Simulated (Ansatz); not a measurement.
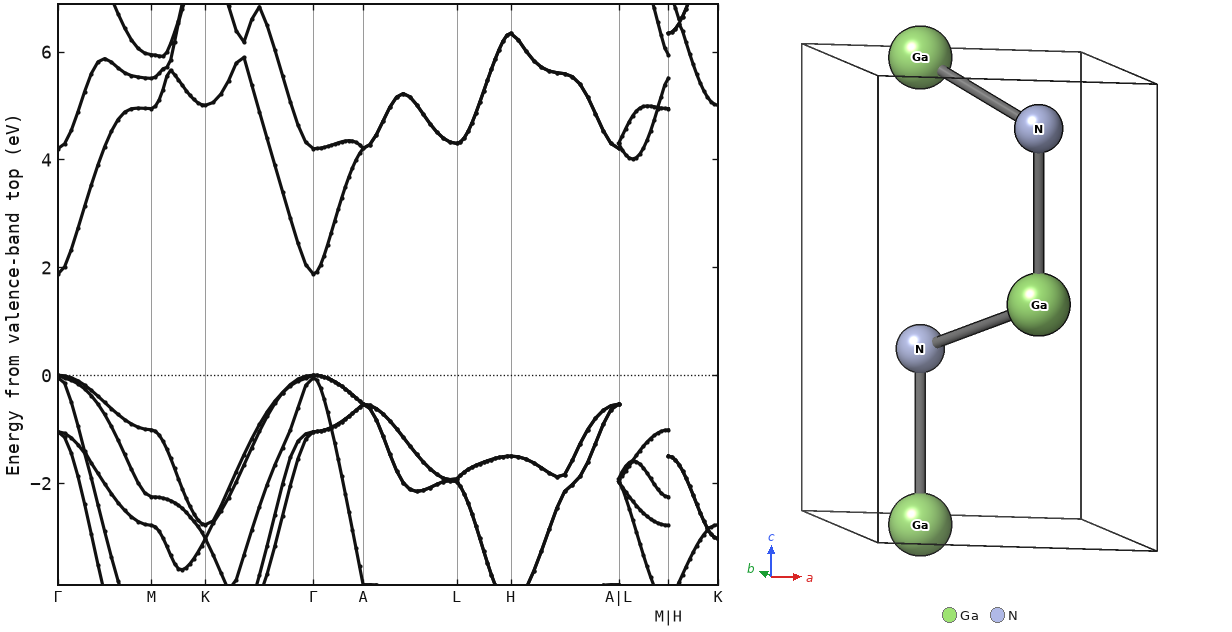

Band structure of GaN, space group P6_3mc, 4 atoms in the cell, GaN type, beside the structure. Computed with Ansatz 0.2.0: DFT PBEsol, scalar-relativistic, plane waves, PAW, no spin polarisation, 12×12×6 k mesh. Energies are counted from the top of the valence band.

A semiconductor. The gap along this path is 1.88 eV and direct: both edges lie at Γ. Two bands meet at the valence-band top at Γ: it is doubly degenerate (spin aside). The next level lies only 0.04 eV lower. The top valence band spans 2.8 eV and the lowest conduction band 4.6 eV. The direct gaps are 7.84 eV at H, 5.96 eV at M and 7.78 eV at K.
